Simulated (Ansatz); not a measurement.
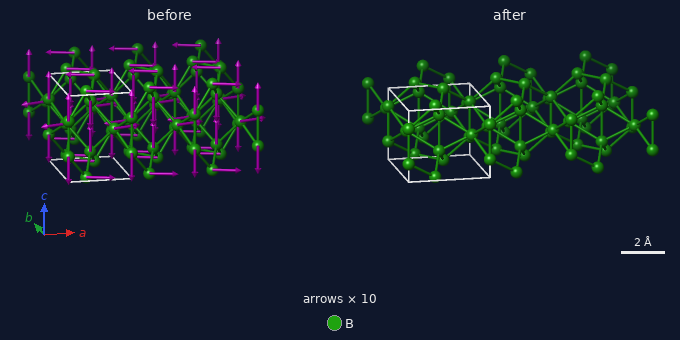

The structure of crystalline B (a generated structure, set up in Pnnm) (coarse preliminary run) before (left) and after (right) a relaxation, at one scale. The purple arrows give the displacements (the part carried along by the change of the cell is left out), magnified 10 times.

Style: ball-and-stick. Shown: the cell of the calculation, repeated 3 × 2 × 1 with one cell outlined, slightly off an axis.

The calculation used DFT PBE, scalar-relativistic, plane waves, PAW in Ansatz 0.2.0.

Input
```yaml
crystal:
  lattice:
    - [3.03669667, 0.0, 0.0]
    - [0.0, 4.20973969, 0.0]
    - [0.0, 0.0, 4.17846186]
  atoms:
    - { symbol: B, position: [0.0, 0.0, 0.70696506] }
    - { symbol: B, position: [0.5, 0.5, 0.79303494] }
    - { symbol: B, position: [0.0, 0.0, 0.29303494] }
    - { symbol: B, position: [0.5, 0.5, 0.20696506] }
    - { symbol: B, position: [0.66851993, 0.83440076, 0.0] }
    - { symbol: B, position: [0.33148007, 0.16559924, 0.0] }
    - { symbol: B, position: [0.16851993, 0.66559924, 0.5] }
    - { symbol: B, position: [0.83148007, 0.33440076, 0.5] }
basis:
  ecutwfc: 420
kpoints:
  mp_grid: { grid: [6, 4, 4] }
hamiltonian:
  xc: pbe
scf:
  occupations: { method: gaussian, width: 0.1 }
  lower_state_search: "off"
output:
  forces: true
  stress: true
  eigenvalues: true
relax:
  adjacent_minimum: "off"
  f_tol: 0.04
  max_steps: 70
  cell: { stress_tol: 0.4 }
```

Run as
```bash
ansatz run input.yaml --threads 1 --pin off --max-ram 2560MiB --backend cpu --events-out ev --progress --plain --runs-dir out
```

What changed between the two?

Over 17 accepted moves (22 points after the start) the energy falls by 2.040 eV per cell of the calculation. The largest force component goes from 1.5 to 0.0042 eV/Å. Pressure: 24.05 GPa at the start and 0.09 GPa at the end. The line search rejected the trial steps at points 16, 18, 20 of the run. At 2 points the geometry stayed and the basis and grid were re-selected for the new cell (energy shift of 99.5 meV per cell of the calculation at most each time). The largest moves relative to the cell, 0.14 Å, are those of 8 atoms (B1, B2, B3, B4 and others). B1 goes along +c. Cell: a 3.037 → 3.914 Å (+28.9 %), b 4.210 → 4.318 Å (+2.6 %), c 4.178 → 3.460 Å (−17.2 %). Volume +9.5 %. Near-neighbour distances that change, for instance: B1–B3 2.449 → 1.752 Å, B1–B5 1.732 → 1.806 Å, B1–B7 1.730 → 1.793 Å, B1–B3 (another image) 1.730 → 1.707 Å. Bond angles that change, for instance: B2–B7–B4 90.0° → 58.0°, B7–B2–B8 90.0° → 122.0°, B4–B2–B7 135.0° → 119.0°. The space group stays Pnnm (No. 58).

Limits of the set-up: the k-point mesh is coarse for a cell with partly filled bands.
